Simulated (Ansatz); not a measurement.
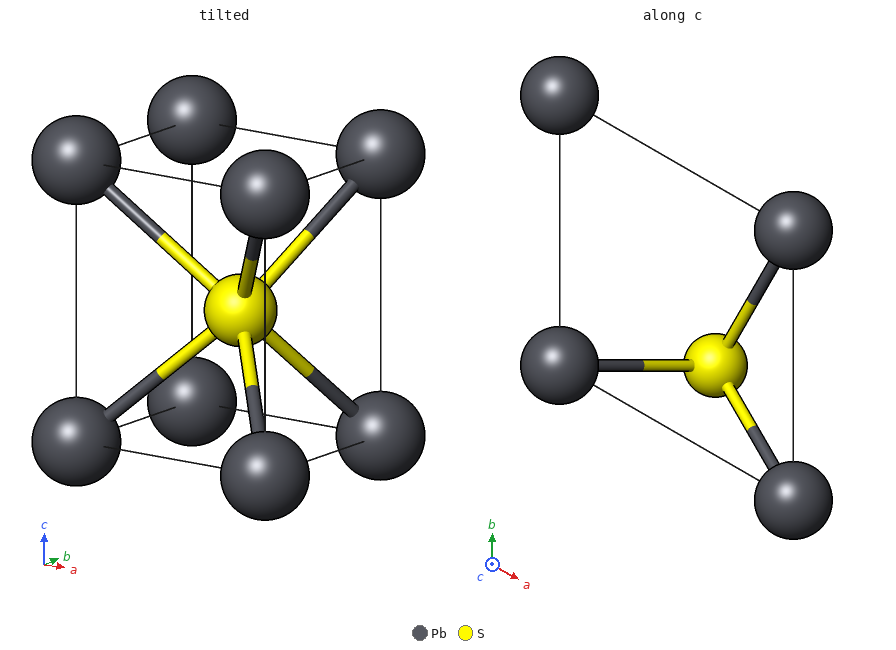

Crystal structure, ball-and-stick style, seen slightly off an axis and along the c axis. The conventional unit cell is drawn as a box.

Describe the arrangement of the atoms.

The material is PbS. The atoms follow space group P-6m2 (No. 187); the Bravais lattice is primitive hexagonal. Type of structure: tungsten carbide (WC) type. In the cell are 1 Pb, 1 S, which makes 1 formula unit. The neighbours of Pb are six S in a trigonal prismatic arrangement. S bonds to six Pb in a trigonal prismatic arrangement. The bonds build a three-dimensional framework.

The model was built from a structure listed in the Materials Project. Earlier steps of the study may have refined or changed the cell and positions. An electronic-structure calculation with Ansatz was run on it.
